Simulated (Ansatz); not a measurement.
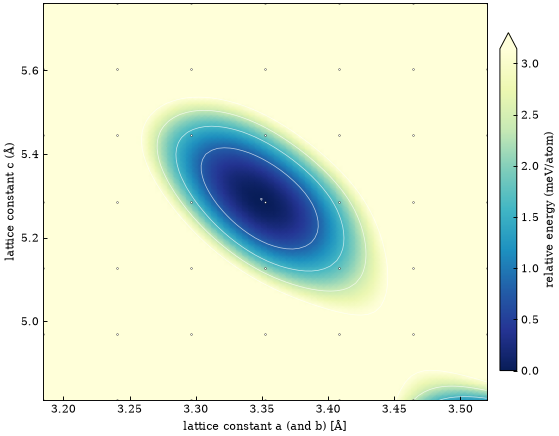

Hg (P6_3/mmc, No. 194; 2 atoms in the cell). The energy is mapped over the lattice constants a and c of the conventional cell. First axis: lattice constant a (and b). Second axis: lattice constant c. Nothing is relaxed (symmetry fixes all fractional coordinates). The scan uses a 7 × 7 grid. Points are written as (first, second). Energies: meV/atom, counted from the lowest grid point. Level of theory: Ansatz 0.2.0, DFT PBE+D3(BJ), scalar-relativistic, plane waves, PAW. Settings: cutoff 420 eV, k-mesh 15×15×8 in the order of the run's cell vectors, gaussian smearing 0.15 eV, no spin polarisation.

In the figure: a smooth colour map with a few white contour lines, dots at the grid points, one colour for all values above the top of the scale. Between grid points the surface is interpolated.

### Estimate the position of the minimum and the force constants in these coordinates.

The interpolated minimum is at lattice constant a (and b) ≈ 3.350 Å, lattice constant c ≈ 5.288 Å. The curvatures there are about 2.5 eV/Å² and 0.33 eV/Å², with a cross term of about 0.49 eV/Å² (per cell of 2 atoms). Round the minimum the valley is somewhat tilted: raising lattice constant a (and b) shifts the best value of lattice constant c downwards (coupling k₁₂/√(k₁₁k₂₂) about 0.5).
